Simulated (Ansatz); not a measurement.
# Run report: Sn7O16, geometry relaxation (part 2 of 3)

The same run, continued: Sn7O16 (23 atoms in the cell); DFT PBE, scalar-relativistic, plane waves, PAW, no spin polarisation (Ansatz 0.2.0); cutoff 420 eV, 2×2×2 k-mesh, Gaussian smearing of 0.1 eV. The structure was built on a prototype by a generator; it need not be a known phase. It belongs to a series of runs on one base structure; here: 1 of 8 Sn atoms taken out at random.

Geometry of the input (Å; fractional positions):
```
6.4765  0.0000  0.0000
0.0000  6.8270  0.0000
0.0000  0.0000  6.8270
Sn 0.0037  0.7483  0.2522
Sn 0.4966  0.2538  0.7488
Sn 0.9991  0.2518  0.7462
Sn 0.2469  0.2471  0.2497
Sn 0.7442  0.7531  0.7504
Sn 0.7503  0.2515  0.2492
Sn 0.2476  0.7471  0.7594
O  0.2441  0.2450  0.9411
O  0.7540  0.7484  0.4440
O  0.5015  0.4433  0.2472
O  0.9995  0.9412  0.7492
O  0.7501  0.2503  0.9446
O  0.2469  0.7453  0.4459
O  0.4992  0.0540  0.2526
O  0.9978  0.5506  0.7472
O  0.0019  0.4368  0.2445
O  0.4993  0.9423  0.7458
O  0.9966  0.0580  0.2435
O  0.4990  0.5548  0.7507
O  0.7488  0.2524  0.5629
O  0.2532  0.7510  0.0601
O  0.2559  0.2524  0.5580
O  0.7570  0.7486  0.0574
```

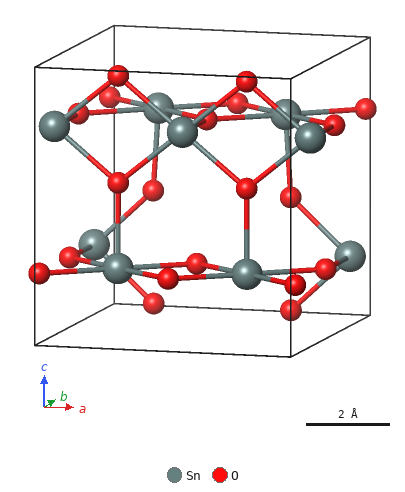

**Figure 1.** The geometry at step 5 of the log (ball-and-stick view of the cell of the calculation, seen slightly off an axis).

### What the program printed, continued
```
SCF iter   1: F=—  HF=-51235.491714 eV  |F-HF|=—  |Δ(HF+E_count)|=         —  Δρ=1.78e-4  dr2=1.17e-5  ethr=1.82e-7  ⟨swp⟩=3.8  Hψ=3166  notcnv=0
preconditioner: auto → LDOS  [metal: Δε(μ)=0.086 eV  Ē_g=18.287 eV  σ=0.100 eV  W_gap=0.45  n_scr=80 (ndim 8)  ℏωp=29.6 eV  f_vac=0.070  D(μ)=24.03/eV (n_scr^D=254)  β→1.0]
SCF iter   2: F=—  HF=-51235.491699 eV  |F-HF|=—  |Δ(HF+E_count)|=   1.42e-5  Δρ=5.65e-5  dr2=6.48e-6  ethr=6.02e-9  ⟨swp⟩=2.0  Hψ=876  notcnv=0
SCF iter   3: F=—  HF=-51235.491698 eV  |F-HF|=—  |Δ(HF+E_count)|=   1.86e-6  Δρ=2.38e-5  dr2=1.59e-6  ethr=3.34e-9  ⟨swp⟩=2.0  Hψ=708  notcnv=0
SCF iter   4: F=—  HF=-51235.491698 eV  |F-HF|=—  |Δ(HF+E_count)|=   4.71e-7  Δρ=1.44e-5  dr2=7.56e-7  ethr=8.20e-10  ⟨swp⟩=3.0  Hψ=868  notcnv=0
SCF iter   5: F=—  HF=-51235.491698 eV  |F-HF|=—  |Δ(HF+E_count)|=   1.82e-8  Δρ=1.17e-5  dr2=5.05e-7  ethr=3.89e-10  ⟨swp⟩=1.0  Hψ=480  notcnv=0
SCF iter   6: F=—  HF=-51235.491698 eV  |F-HF|=—  |Δ(HF+E_count)|=   1.04e-8  Δρ=7.94e-6  dr2=1.98e-7  ethr=2.60e-10  ⟨swp⟩=1.0  Hψ=480  notcnv=0
SCF iter   7: F=—  HF=-51235.491698 eV  |F-HF|=—  |Δ(HF+E_count)|=   8.67e-9  Δρ=4.25e-6  dr2=5.24e-8  ethr=1.02e-10  ⟨swp⟩=1.0  Hψ=480  notcnv=0
SCF iter   8: F=—  HF=-51235.491698 eV  |F-HF|=—  |Δ(HF+E_count)|=   1.81e-9  Δρ=2.09e-6  dr2=1.51e-8  ethr=2.70e-11  ⟨swp⟩=1.0  Hψ=480  notcnv=0
SCF iter   9: F=-51235.491698 eV  HF=-51235.491698 eV  |F-HF|=3.81e-9  |Δ(HF+E_count)|=   1.36e-9  Δρ=1.11e-6  dr2=4.50e-9  ethr=4.27e-12  ⟨swp⟩=6.0  Hψ=1666  notcnv=0
SCF 5 converged in 9 iterations: F = -51235.491698 eV  dr2 = 4.50e-9
relax step   5: F+E_penalty+E_count = -51235.49169797 eV  Δ(F+E_penalty+E_count) = -2.368e-2 eV  max|allowed force component| = 1.773e-2 eV/Å  Δτ_max = 0.0000 Å  P = +0.113 GPa  Ω = 306.102 Å³  stress off target by 1.71e-1 GPa  SCF on the basis re-selected at this cell (its energy is not comparable with the rows above)  (9 SCF iters)
```

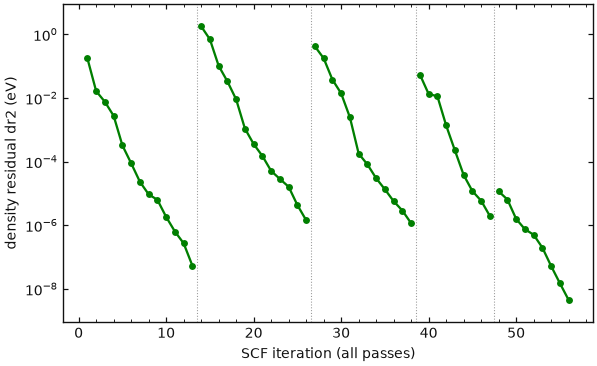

**Figure 2.** Convergence of the self-consistent field: density residual dr2 against the SCF iteration. The dotted lines part the SCF passes of the relaxation: geometry steps, rejected trials and re-solves on a re-selected basis. The 5 passes take 9 to 13 iterations each, 56 in all.

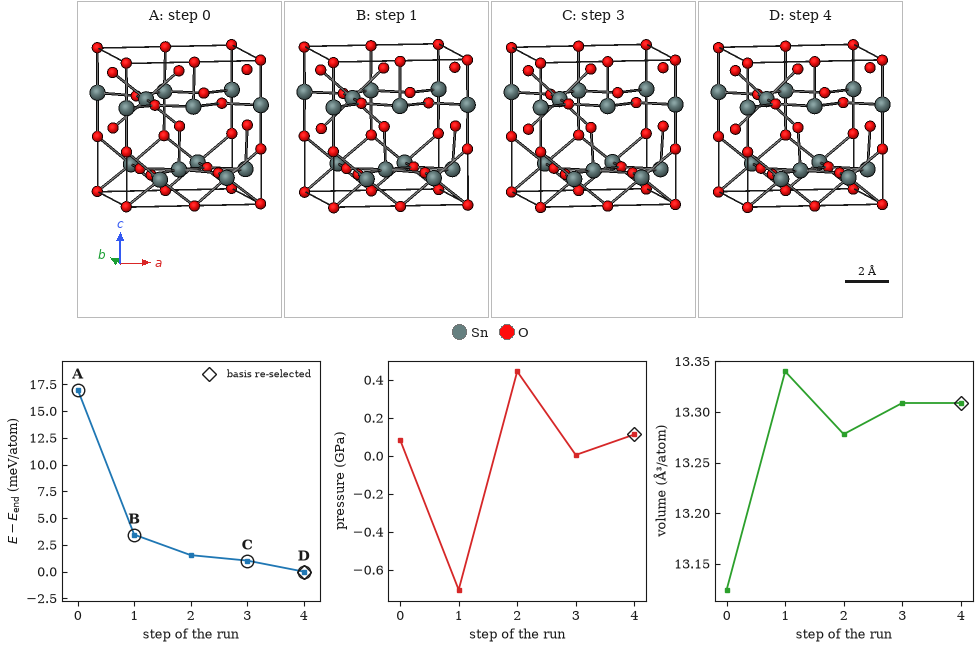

**Figure 3.** Frames of the relaxation (ball-and-stick view of the cell of the calculation (origin shifted), seen slightly off an axis) above the curves, on which the letters mark them (the first geometry is step 0 here and step 1 in the log).

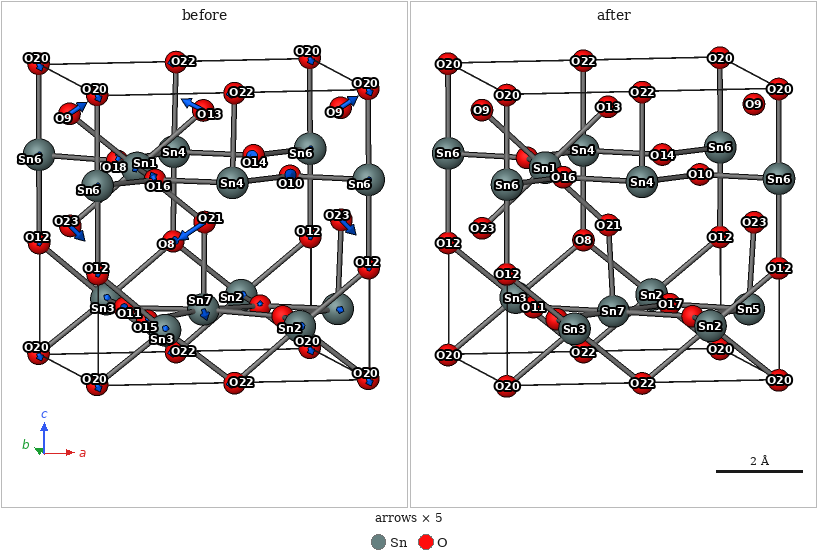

**Figure 4.** Before (left) and after (right) the relaxation, at one scale (ball-and-stick view of the cell of the calculation (origin shifted), seen slightly off an axis). The blue arrows give the displacements (without the part carried along by the change of the cell), magnified 5 times. The atom that moves furthest relative to the cell is O21 (0.16 Å). Largest moves by element: O 0.16 Å, Sn 0.06 Å. The drawn cell changes as follows: a 6.477 → 6.497 Å (+0.3 %), b 6.827 → 6.869 Å (+0.6 %), c 6.827 → 6.859 Å (+0.5 %); the volume changes by +1.4 %. Among the contacts that change: Sn7–O13 2.140 → 2.042 Å, Sn4–O10 2.124 → 2.057 Å, Sn2–O22 2.031 → 2.097 Å, Sn5–O23 2.098 → 2.042 Å. Among the angles that change: Sn1–O21–Sn7 128.0° → 135.8°, O9–Sn1–O23 78.8° → 85.4°, O9–Sn1–O13 101.0° → 94.4°. The space group (tolerance 0.01 Å) goes from P1 (No. 1) to P-1 (No. 2). The energy falls by 16.0 meV per atom in 3 geometry steps. Largest force component: 0.97 eV/Å at the start, 0.018 eV/Å at the end. The pressure goes from 0.08 to 0.11 GPa. A last SCF at the same geometry on a re-selected plane-wave basis shifts the energy by −1.0 meV per atom. (Atoms are counted from 1 in the order of the input.)

```
basis re-selected at this cell: Δ(F+E_penalty+E_count) = -2.368e-2 eV, ΔP = +0.108 GPa vs the last step (what re-selecting the basis moved, of the pressure what is left beyond the Pulay correction that the steps carried, after the strain that the cell walked since its last selection, with what the two solves' SCF thresholds leave and, on support functions, any second-order correction that the steps lacked; it is no measure of the basis error at this ecutwfc). This SCF's stress stands 1.71e-1 GPa from its target on what of the cell is left free (relax.cell.stress_tol is 3.00e-1 GPa) and its largest allowed force component is 1.77e-2 eV/Å (relax.f_tol is 4.00e-2 eV/Å): within both
SCF converged after 9 iterations
Free energy (F): -51235.491698 eV
Harris-Foulkes:  -51235.491698 eV  (|F-HF|=3.81e-9)
Internal energy: -51235.371588 eV  (E = F + TS)
E sigma→0 (E₀):  -51235.431643 eV
Entropy (-TS):   -0.120110 eV (-5.222 meV/atom)
Fermi energy:    6.662932 eV
--- Per-component energies (eV) ---
  E_band       = -842.625004
  E_kinetic    = 4101.279286
  E_local      = -12663.916110  (includes V_loc(G=0)·N_el)
  E_nonlocal   = 567.133124
  E_hartree    = 6235.809027
  E_xc         = -3824.840355
  E_vxc        = -2141.458860  (∫ρ·V_xc dr)
  E_paw        = -31560.103543  (= ΣΔE_a)
  E_vpaw       = -3177.319462  (= ΣTr[D̂ρ^β])
  E_aug_tail   = 0.038724  (compensation charges beyond the density's cutoff)
  E_ewald      = -14090.771741
  E_smearing   = -0.120110  (= −TS)
  E_closure    = -0.000000  (closes the sum)
  Σ components = -51235.491698   (vs F -51235.491698, Δ=0.00e0)
--- Forces (eV/Å), atoms counted from 1 ---
  atom   1  Sn    -0.00375364     0.00240387     0.01088120
  atom   2  Sn    -0.00234846    -0.00509505    -0.00124278
  atom   3  Sn     0.00072747     0.00577115    -0.00115940
  atom   4  Sn    -0.01165947    -0.00086266     0.01248887
  atom   5  Sn    -0.00707668    -0.00004028     0.00044685
  atom   6  Sn     0.01370928    -0.01162592    -0.01326072
  atom   7  Sn     0.00463653     0.00310969    -0.01185916
  atom   8  O     -0.00355745     0.00074215     0.01772864
  atom   9  O     -0.00145549    -0.00031756     0.00716326
  atom  10  O     -0.00726302     0.00477558    -0.00386620
  atom  11  O      0.00537508    -0.00130606     0.00046938
  atom  12  O     -0.00243704     0.00027935     0.00699343
  atom  13  O     -0.00190941     0.00339223    -0.01019714
  atom  14  O      0.00711203    -0.00128892     0.00026332
  atom  15  O      0.00596178     0.00321744    -0.00594680
  atom  16  O     -0.00060036    -0.00816920    -0.00150795
  atom  17  O      0.00138754    -0.00300151     0.00406412
  atom  18  O     -0.00046314     0.00976525    -0.00238289
  atom  19  O     -0.00173509    -0.00256865     0.00092359
  atom  20  O      0.00317616    -0.00058969    -0.01058109
  atom  21  O      0.00180089     0.00142624     0.00251871
  atom  22  O      0.00158186     0.00037971    -0.00531348
  atom  23  O     -0.00121308    -0.00041241     0.00336889
  max |Σ_I F_I| component: 1.53e-5 eV/Å
--- Stress (GPa, compression-positive) ---
        0.096720      -0.033381      -0.012902
       -0.033381       0.155721      -0.011636
       -0.012902      -0.011636       0.085990
  P = ⅓ Tr σ = 0.1128 GPa (1.128 kbar)
--- Band table (eV) ---
  k-point 0: bands = ["-13.9312", "-13.9137", "-13.8321", "-13.8120", "-13.7155", "-13.5754", "-13.5005", "-13.3957", "-13.3808", "-13.3236", "-13.2944", "-13.2803", "-13.1759", "-13.1632", "-13.1577", "-13.1484", "-13.1162", "-13.1077", "-13.0970", "-13.0824", "-13.0689", "-13.0351", "-13.0234", "-13.0143", "-13.0035", "-12.9878", "-12.9638", "-12.9183", "-12.9027", "-12.8884", "-12.8784", "-12.8422", "-12.6823", "-12.6716", "-12.6393", "-11.3198", "-10.7155", "-10.6238", "-10.4319", "-10.2899", "-10.0657", "-9.9031", "-9.5027", "-9.3267", "-9.2416", "-9.1385", "-8.8779", "-8.8060", "-8.6040", "-8.3764", "-8.2704", "-0.4756", "-0.3018", "0.0095", "0.4733", "0.9525", "1.0645", "2.1824", "2.3125", "2.5539", "2.6580", "2.8278", "2.8745", "3.1361", "3.2234", "3.2468", "3.4201", "3.7172", "3.8681", "4.1341", "4.2097", "4.4330", "4.6300", "4.6632", "4.8874", "4.9463", "5.1563", "5.2071", "5.2877", "5.4216", "5.5030", "5.5852", "5.6842", "5.7283", "5.7752", "5.8304", "5.9501", "5.9958", "6.0635", "6.0859", "6.2036", "6.2795", "6.3306", "6.3777", "6.4455", "6.4854", "6.6290", "6.7162", "6.7545", "9.8396", "11.4221", "11.6526", "11.8869", "12.1998", "12.6184", "13.2514", "14.0995", "14.1579", "14.5874", "15.3562", "15.5431", "15.8516", "16.1724", "16.2152", "16.6670", "16.7626", "17.0448", "17.1482", "17.2628", "17.4877"]
  k-point 1: bands = ["-13.9308", "-13.9140", "-13.8321", "-13.8120", "-13.7154", "-13.5738", "-13.5031", "-13.3945", "-13.3820", "-13.3236", "-13.2944", "-13.2803", "-13.1757", "-13.1632", "-13.1577", "-13.1477", "-13.1160", "-13.1076", "-13.0970", "-13.0821", "-13.0690", "-13.0354", "-13.0234", "-13.0143", "-13.0035", "-12.9878", "-12.9638", "-12.9182", "-12.9026", "-12.8884", "-12.8784", "-12.8426", "-12.6823", "-12.6716", "-12.6393", "-11.3200", "-10.7150", "-10.6243", "-10.4304", "-10.2899", "-10.0680", "-9.9028", "-9.5026", "-9.3255", "-9.2425", "-9.1384", "-8.8780", "-8.8059", "-8.6031", "-8.3757", "-8.2717", "-0.4752", "-0.3029", "0.0094", "0.4749", "0.9526", "1.0644", "2.1809", "2.3127", "2.5550", "2.6563", "2.8288", "2.8767", "3.1340", "3.2219", "3.2479", "3.4182", "3.7169", "3.8686", "4.1341", "4.2106", "4.4340", "4.6308", "4.6628", "4.8847", "4.9449", "5.1565", "5.2053", "5.2897", "5.4237", "5.5047", "5.5871", "5.6824", "5.7258", "5.7761", "5.8347", "5.9509", "5.9938", "6.0640", "6.0858", "6.2066", "6.2771", "6.3307", "6.3776", "6.4440", "6.4829", "6.6294", "6.7161", "6.7554", "9.8392", "11.4228", "11.6524", "11.8865", "12.1991", "12.6186", "13.2533", "14.0994", "14.1550", "14.5889", "15.3535", "15.5447", "15.8553", "16.1730", "16.2140", "16.6683", "16.7621", "17.0452", "17.1463", "17.2565", "17.4952"]
  k-point 2: bands = ["-13.9312", "-13.9135", "-13.8321", "-13.8125", "-13.7153", "-13.5756", "-13.5002", "-13.3956", "-13.3807", "-13.3236", "-13.2944", "-13.2803", "-13.1764", "-13.1632", "-13.1577", "-13.1483", "-13.1162", "-13.1077", "-13.0970", "-13.0824", "-13.0688", "-13.0351", "-13.0234", "-13.0143", "-13.0035", "-12.9879", "-12.9638", "-12.9183", "-12.9027", "-12.8884", "-12.8784", "-12.8422", "-12.6823", "-12.6716", "-12.6393", "-11.3198", "-10.7162", "-10.6238", "-10.4322", "-10.2899", "-10.0648", "-9.9032", "-9.5027", "-9.3269", "-9.2408", "-9.1377", "-8.8782", "-8.8061", "-8.6044", "-8.3767", "-8.2705", "-0.4754", "-0.3023", "0.0098", "0.4738", "0.9514", "1.0642", "2.1811", "2.3108", "2.5556", "2.6581", "2.8286", "2.8752", "3.1362", "3.2233", "3.2482", "3.4210", "3.7184", "3.8692", "4.1344", "4.2087", "4.4343", "4.6284", "4.6631", "4.8867", "4.9443", "5.1557", "5.2061", "5.2871", "5.4222", "5.5014", "5.5850", "5.6830", "5.7283", "5.7739", "5.8320", "5.9498", "5.9983", "6.0635", "6.0875", "6.2023", "6.2794", "6.3299", "6.3778", "6.4469", "6.4852", "6.6298", "6.7159", "6.7545", "9.8394", "11.4226", "11.6540", "11.8868", "12.1990", "12.6179", "13.2502", "14.0994", "14.1561", "14.5898", "15.3608", "15.5406", "15.8520", "16.1739", "16.2167", "16.6609", "16.7617", "17.0430", "17.1472", "17.2644", "17.4871"]
```
